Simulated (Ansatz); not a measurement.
**A series of single points on TiAl**

System: TiAl (P-6m2, 2 atoms in the cell).
Method: DFT PBEsol, scalar-relativistic, plane waves, PAW, no spin polarisation (Ansatz 0.2.0).

The 5 runs differ only in the geometry, by a strain of the cell at fixed fractional positions. Against run 3, the strain is εzz = η. The structure derives from a Materials Project entry.

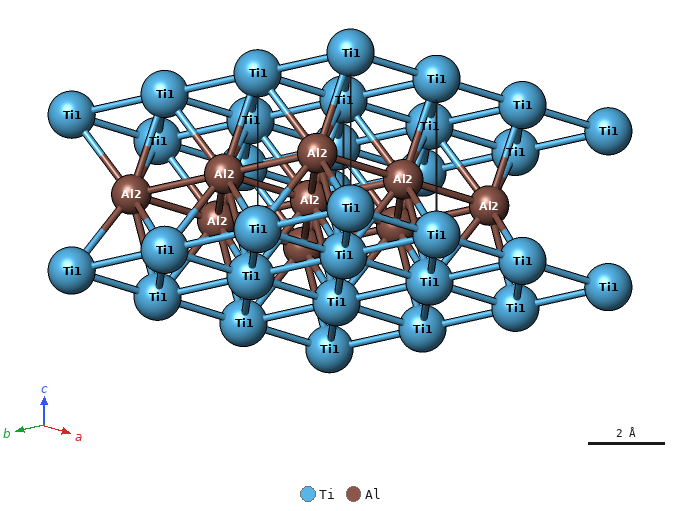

Figure 1. The structure of run 3 (ball-and-stick view of the cell of the calculation, repeated 3 × 3 × 1, seen at an oblique angle; atoms are numbered from 1 in the order of the input). An atom can appear more than once, as a periodic image.

**Input of run 3**
```yaml
crystal:
  lattice:
    - [2.7339084333, 0.0, 0.0]
    - [-1.3669542166, 2.3676341549, 0.0]
    - [0.0, 0.0, 4.6199447394]
  atoms:
    - { symbol: Ti, position: [0.0, 0.0, 0.0] }
    - { symbol: Al, position: [0.3333333333, 0.6666666667, 0.5] }
basis:
  ecutwfc: 420
kpoints:
  mp_grid: { grid: [24, 24, 14] }
hamiltonian:
  xc: pbesol
scf:
  occupations: { method: gaussian, width: 0.15 }
output:
  forces: true
  stress: true
  eigenvalues: true
```

Command:
```bash
ansatz run input.yaml --threads 2 --pin off --max-ram 5120MiB --backend cpu --events-out ev --progress --plain --runs-dir out
```

Lattice vectors (Å) and fractional positions of run 3:
```
   2.733908    0.000000    0.000000
  -1.366954    2.367634    0.000000
   0.000000    0.000000    4.619945
Ti  0.000000  0.000000  0.000000
Al  0.333333  0.666667  0.500000
```

Run 4 differs from it as follows:
```diff
-    - [0.0, 0.0, 4.6199447394]
+    - [0.0, 0.0, 4.804742529]
```

**Results, with one run withheld**

| run | strain parameter η (%) | free energy per atom, from the lowest run given (meV) | pressure (GPa) |
| --- | --- | --- | --- |
| 1 | −8.0000 | 148.48 | 26.50 |
| 2 | −4.0000 | 46.45 | 17.29 |
| 3 | 0.0000 | 0.00 | 10.11 |
| 4 | 4.0000 | ? | ? |
| 5 | 8.0000 | 35.41 | 0.57 |

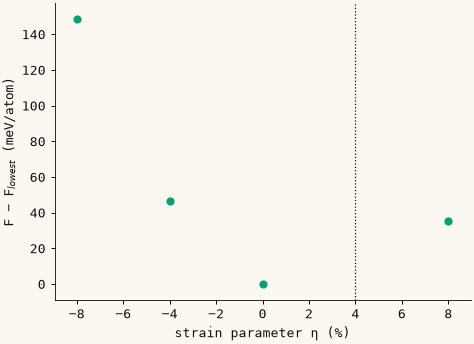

Figure 2. Free energy per atom of the runs given; the dotted line marks run 4.

Fit the runs given and predict run 4.

A quadratic polynomial in the coordinate, fitted to the 4 runs given, misses them by at most 2.79 meV per atom. With x = η + 1.0000, it reads F = 6.3473 − 9.9074 x + 1.4639 x² (meV per atom). At run 4 it gives −6.59 meV per atom, and the run itself gives −0.46. The fit has its minimum at η = 2.3839 %. The fit misses that run by 6.13 meV per atom.

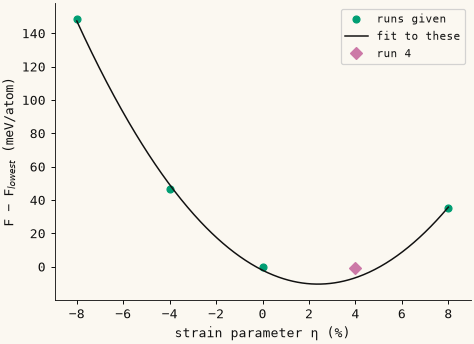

Figure 3. The fit and the withheld run.

**Output, shortened to warnings, some set-up lines, iterations and results (run 4)**
```
Basis set: ecut = 420 eV, 599 PW (Γ), exchange–correlation on 40×40×72 points (8 copies of the dense FFT grid, shifted against one another)
Symmetry: 12 space group operations
k-points: 488 of 8064 (time reversal used)
Initial density: superposition of atomic densities (neutral atoms: chi_scale 0, normalization atom), corrected by the library's trained network
[...]
SCF iter   1: F=—  HF=-2998.881142 eV  |F-HF|=—  |Δ(HF+E_count)|=         —  Δρ=9.75e-3  dr2=4.59e-2  ethr=1.77e-3  ⟨swp⟩=5.0  Hψ=29736  notcnv=0
SCF iter   2: F=—  HF=-2998.876767 eV  |F-HF|=—  |Δ(HF+E_count)|=   4.38e-3  Δρ=6.35e-3  dr2=2.46e-2  ethr=3.06e-4  ⟨swp⟩=1.0  Hψ=9760  notcnv=0
SCF iter   3: F=—  HF=-2998.872858 eV  |F-HF|=—  |Δ(HF+E_count)|=   3.91e-3  Δρ=1.19e-3  dr2=1.08e-3  ethr=1.64e-4  ⟨swp⟩=1.9  Hψ=6545  notcnv=0
SCF iter   4: F=—  HF=-2998.872612 eV  |F-HF|=—  |Δ(HF+E_count)|=   2.46e-4  Δρ=2.90e-4  dr2=1.47e-5  ethr=7.22e-6  ⟨swp⟩=2.2  Hψ=7753  notcnv=0
SCF iter   5: F=—  HF=-2998.872614 eV  |F-HF|=—  |Δ(HF+E_count)|=   1.97e-6  Δρ=4.27e-5  dr2=4.47e-7  ethr=9.79e-8  ⟨swp⟩=2.8  Hψ=9545  notcnv=0  defer=10
SCF iter   6: F=-2998.872614 eV  HF=-2998.872614 eV  |F-HF|=1.80e-9  |Δ(HF+E_count)|=   5.14e-8  Δρ=5.13e-6  dr2=2.77e-9  ethr=6.67e-10  ⟨swp⟩=5.3  Hψ=24400  notcnv=0
SCF 1 converged in 6 iterations: F = -2998.872614 eV  dr2 = 2.77e-9
SCF converged after 6 iterations
Free energy (F): -2998.872614 eV
Harris-Foulkes:  -2998.872614 eV  (|F-HF|=1.80e-9)
Internal energy: -2998.849778 eV  (E = F + TS)
E sigma→0 (E₀):  -2998.861196 eV
Entropy (-TS):   -0.022836 eV (-11.418 meV/atom)
Fermi energy:    11.387082 eV
--- Per-component energies (eV) ---
  E_band       = -154.961311
  E_kinetic    = 298.581778
  E_local      = -1169.289033  (includes V_loc(G=0)·N_el)
  E_nonlocal   = 20.481450
  E_hartree    = 511.317249
  E_xc         = -137.359345
  E_vxc        = -152.303528  (∫ρ·V_xc dr)
  E_paw        = -1477.922087  (= ΣΔE_a)
  E_vpaw       = -175.066237  (= ΣTr[D̂ρ^β])
  E_aug_tail   = 0.000119  (compensation charges beyond the density's cutoff)
  E_ewald      = -1044.818431
  E_core_change = 0.158523  (= ΣΔE_core)
  E_smearing   = -0.022836  (= −TS)
  E_closure    = 0.000000  (closes the sum)
  Σ components = -2998.872614   (vs F -2998.872614, Δ=0.00e0)
--- Forces (eV/Å), atoms counted from 1 ---
  atom   1  Ti    -0.00000000    -0.00000000     0.00000000
  atom   2  Al     0.00000000    -0.00000000     0.00000000
  max |Σ_I F_I| component: 1.97e-17 eV/Å
--- Stress (GPa, compression-positive) ---
        9.549327      -0.000000       0.000000
       -0.000000       9.549327       0.000000
        0.000000       0.000000      -5.171841
  P = ⅓ Tr σ = 4.6423 GPa (46.423 kbar)
```
